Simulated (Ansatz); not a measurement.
# Ir: a changed input and its effect

System: Ir (1 atom in the cell).
Method of run A: DFT, revPBE, plane waves (420 eV) with PAW, scalar-relativistic, no spin polarisation (Ansatz 0.2.0).

Text and figures count atoms from 1; the logs count them from 0 in places.

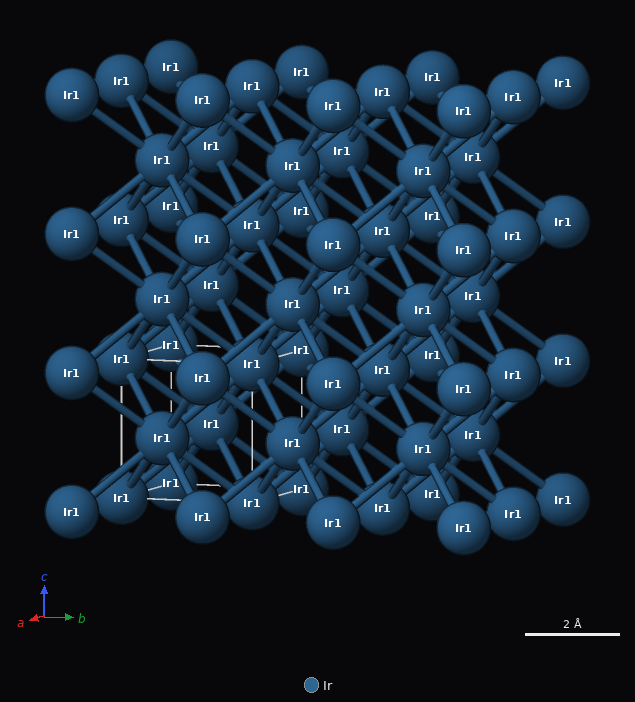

**Figure 1.** The input geometry (ball-and-stick view of the cell 2 times as large as that of the calculation, set on its symmetry axes, repeated 2 × 3 × 3, seen slightly off an axis; atoms are numbered from 1 in the order of the input).

**Input file, run A**
```yaml
crystal:
  lattice:
    - [-1.4955367236, 1.4955367236, 1.4955367236]
    - [1.4955367236, -1.4955367236, 1.4955367236]
    - [1.4955367236, 1.4955367236, -1.4955367236]
  atoms:
    - { symbol: Ir, position: [0.0, 0.0, 0.0] }
hamiltonian:
  xc: revpbe
  pseudopotentials:
    kind: paw
    azcp:
      Ir: "pseudopotentials/Ir.paw.azcp"
basis:
  ecutwfc: 420
  fft_grid_basis: typed
kpoints:
  mp_grid: { grid: [16, 16, 16], shift: [0, 0, 0] }
magnetization:
  spin_polarized: false
scf:
  occupations: { method: fermi_dirac, width: 0.1 }
  lower_state_search: "off"
output:
  stress: true
```

Hardware: 2 threads of an Arm (aarch64) CPU, shared host.

**Output, shortened to warnings, some set-up lines, iterations and results (run A)**
```
Basis set: ecut = 420 eV, 249 PW (Γ)
Symmetry: 48 space group operations
k-points: 145 of 4096
Initial density: superposition of atomic densities (neutral atoms: chi_scale 0, normalization atom), corrected by the library's trained network
[...]
SCF iter   1: F=—  HF=-11944.028068 eV  |F-HF|=—  |Δ(HF+E_count)|=         —  Δρ=6.40e-3  dr2=2.83e-3  ethr=1.77e-3  ⟨swp⟩=5.0  Hψ=9429  notcnv=0
SCF iter   2: F=—  HF=-11944.027483 eV  |F-HF|=—  |Δ(HF+E_count)|=   5.85e-4  Δρ=2.53e-3  dr2=1.67e-4  ethr=1.66e-5  ⟨swp⟩=2.4  Hψ=3736  notcnv=0
SCF iter   3: F=—  HF=-11944.027607 eV  |F-HF|=—  |Δ(HF+E_count)|=   1.24e-4  Δρ=1.28e-3  dr2=3.99e-5  ethr=9.80e-7  ⟨swp⟩=2.0  Hψ=2624  notcnv=0
SCF iter   4: F=—  HF=-11944.027658 eV  |F-HF|=—  |Δ(HF+E_count)|=   5.08e-5  Δρ=2.99e-5  dr2=3.52e-8  ethr=2.34e-7  ⟨swp⟩=2.0  Hψ=2453  notcnv=0
SCF iter   5: F=-11944.027658 eV  HF=-11944.027658 eV  |F-HF|=2.30e-9  |Δ(HF+E_count)|=   5.05e-8  Δρ=8.06e-6  dr2=1.35e-9  ethr=2.07e-10  ⟨swp⟩=2.0  Hψ=3191  notcnv=0
SCF iter   6: F=-11944.027658 eV  HF=-11944.027658 eV  |F-HF|=9.09e-11  |Δ(HF+E_count)|=   2.10e-9  Δρ=1.55e-6  dr2=1.23e-10  ethr=7.94e-12  ⟨swp⟩=1.0  Hψ=5599  notcnv=0
SCF 1 converged in 6 iterations: F = -11944.027658 eV  dr2 = 1.23e-10
SCF converged after 6 iterations
Free energy (F): -11944.027658 eV
Harris-Foulkes:  -11944.027658 eV  (|F-HF|=9.09e-11)
Internal energy: -11943.960524 eV  (E = F + TS)
E sigma→0 (E₀):  -11943.994091 eV
Entropy (-TS):   -0.067134 eV (-67.134 meV/atom)
Fermi energy:    27.461585 eV
--- Per-component energies (eV) ---
  E_band       = -51.473684
  E_kinetic    = 628.435208
  E_local      = -1002.632475  (includes V_loc(G=0)·N_el)
  E_nonlocal   = 73.248194
  E_hartree    = 391.852840
  E_xc         = -269.524259
  E_vxc        = -301.920685  (∫ρ·V_xc dr)
  E_paw        = -9233.673784  (= ΣΔE_a)
  E_vpaw       = -232.310046  (= ΣTr[D̂ρ^β])
  E_aug_tail   = 0.000072  (compensation charges beyond the density's cutoff)
  E_ewald      = -2531.643125
  E_core_change = -0.023195  (= ΣΔE_core)
  E_smearing   = -0.067134  (= −TS)
  E_closure    = 0.000000  (closes the sum)
  Σ components = -11944.027658   (vs F -11944.027658, Δ=0.00e0)
--- Stress (GPa, compression-positive) ---
       52.089945      -0.000000      -0.000000
        0.000000      52.089945       0.000000
        0.000000       0.000000      52.089945
  P = ⅓ Tr σ = 52.0899 GPa (520.899 kbar)
```

For run B the input was changed thus:
```diff
-    - [-1.4955367236, 1.4955367236, 1.4955367236]
-    - [1.4955367236, -1.4955367236, 1.4955367236]
-    - [1.4955367236, 1.4955367236, -1.4955367236]
+    - [-1.5178614586, 1.5178614586, 1.5178614586]
+    - [1.5178614586, -1.5178614586, 1.5178614586]
+    - [1.5178614586, 1.5178614586, -1.5178614586]
```

Predict how the results change.

With the same functional and potentials, run B lies 155.0 meV per atom lower. The pressure goes from 52.09 to 30.45 GPa. The volume per atom goes from 13.38 to 13.99 Å³. The cell is scaled evenly with the atoms at fixed fractional positions, so −ΔP/Δ ln V estimates the bulk modulus midway between the two volumes: about 490 GPa. The number of SCF iterations is the same.

**Output, shortened to warnings, some set-up lines, iterations and results (run B)**
```
Basis set: ecut = 420 eV, 249 PW (Γ)
Symmetry: 48 space group operations
k-points: 145 of 4096
Initial density: superposition of atomic densities (neutral atoms: chi_scale 0, normalization atom), corrected by the library's trained network
[...]
SCF iter   1: F=—  HF=-11944.182582 eV  |F-HF|=—  |Δ(HF+E_count)|=         —  Δρ=6.14e-3  dr2=2.71e-3  ethr=1.77e-3  ⟨swp⟩=5.0  Hψ=9348  notcnv=0
SCF iter   2: F=—  HF=-11944.182391 eV  |F-HF|=—  |Δ(HF+E_count)|=   1.92e-4  Δρ=2.49e-3  dr2=1.70e-4  ethr=1.59e-5  ⟨swp⟩=2.4  Hψ=3733  notcnv=0
SCF iter   3: F=—  HF=-11944.182593 eV  |F-HF|=—  |Δ(HF+E_count)|=   2.02e-4  Δρ=1.26e-3  dr2=3.97e-5  ethr=9.99e-7  ⟨swp⟩=2.2  Hψ=2661  notcnv=0
SCF iter   4: F=—  HF=-11944.182671 eV  |F-HF|=—  |Δ(HF+E_count)|=   7.80e-5  Δρ=3.31e-5  dr2=4.16e-8  ethr=2.33e-7  ⟨swp⟩=2.1  Hψ=2546  notcnv=0
SCF iter   5: F=-11944.182671 eV  HF=-11944.182671 eV  |F-HF|=5.46e-10  |Δ(HF+E_count)|=   5.90e-8  Δρ=8.06e-6  dr2=1.42e-9  ethr=2.45e-10  ⟨swp⟩=2.0  Hψ=3182  notcnv=0
SCF iter   6: F=-11944.182671 eV  HF=-11944.182671 eV  |F-HF|=3.09e-11  |Δ(HF+E_count)|=  4.11e-10  Δρ=7.99e-7  dr2=4.85e-11  ethr=8.36e-12  ⟨swp⟩=1.0  Hψ=5623  notcnv=0
SCF 1 converged in 6 iterations: F = -11944.182671 eV  dr2 = 4.85e-11
SCF converged after 6 iterations
Free energy (F): -11944.182671 eV
Harris-Foulkes:  -11944.182671 eV  (|F-HF|=3.09e-11)
Internal energy: -11944.111708 eV  (E = F + TS)
E sigma→0 (E₀):  -11944.147190 eV
Entropy (-TS):   -0.070962 eV (-70.962 meV/atom)
Fermi energy:    25.994762 eV
--- Per-component energies (eV) ---
  E_band       = -73.202737
  E_kinetic    = 626.129630
  E_local      = -1053.803337  (includes V_loc(G=0)·N_el)
  E_nonlocal   = 72.991712
  E_hartree    = 407.148144
  E_xc         = -268.734365
  E_vxc        = -300.838303  (∫ρ·V_xc dr)
  E_paw        = -9233.412693  (= ΣΔE_a)
  E_vpaw       = -231.979051  (= ΣTr[D̂ρ^β])
  E_aug_tail   = 0.000067  (compensation charges beyond the density's cutoff)
  E_ewald      = -2494.407670
  E_core_change = -0.023195  (= ΣΔE_core)
  E_smearing   = -0.070962  (= −TS)
  E_closure    = -0.000000  (closes the sum)
  Σ components = -11944.182671   (vs F -11944.182671, Δ=0.00e0)
--- Stress (GPa, compression-positive) ---
       30.449772      -0.000000      -0.000000
        0.000000      30.449772      -0.000000
        0.000000       0.000000      30.449772
  P = ⅓ Tr σ = 30.4498 GPa (304.498 kbar)
```

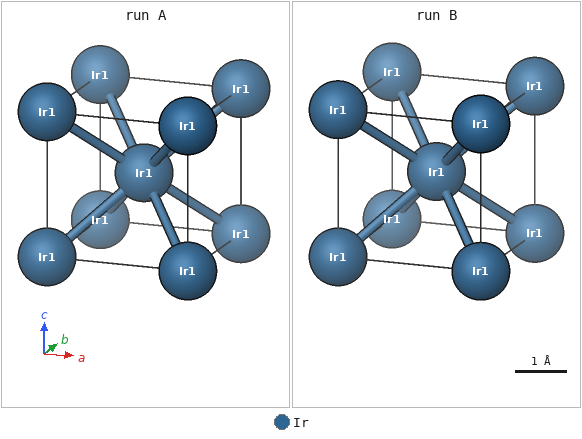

**Figure 2.** The two input geometries at one scale (ball-and-stick view of the cell 2 times as large as that of the calculation, set on its symmetry axes, seen slightly off an axis). No atom moves by more than 0.005 Å relative to the cell. The volume changes by +4.5 %, with a = b = c 2.991 → 3.036 Å (+1.5 %). Among the contacts that change: Ir1–Ir1 2.590 → 2.629 Å.

**The two runs side by side**

```tsv
quantity	run A	run B
outcome	converged	converged
free energy per atom (eV)	−11944.0277	−11944.1827
energy per atom, smearing taken to zero (eV)	−11943.9941	−11944.1472
pressure (GPa)	52.09	30.45
volume per atom (Å³)	13.38	13.99
SCF iterations	6	6
irreducible k-points	145	145
plane waves at Γ	249	249
wall time (shared host)	0.87 s	0.79 s
```

For both runs: Spin–orbit coupling is left out, which matters for Ir. For run A: The cell is under a pressure of 52 GPa at this level, so it is not at its equilibrium volume. For run B: The cell is under a pressure of 30 GPa at this level, so it is not at its equilibrium volume.
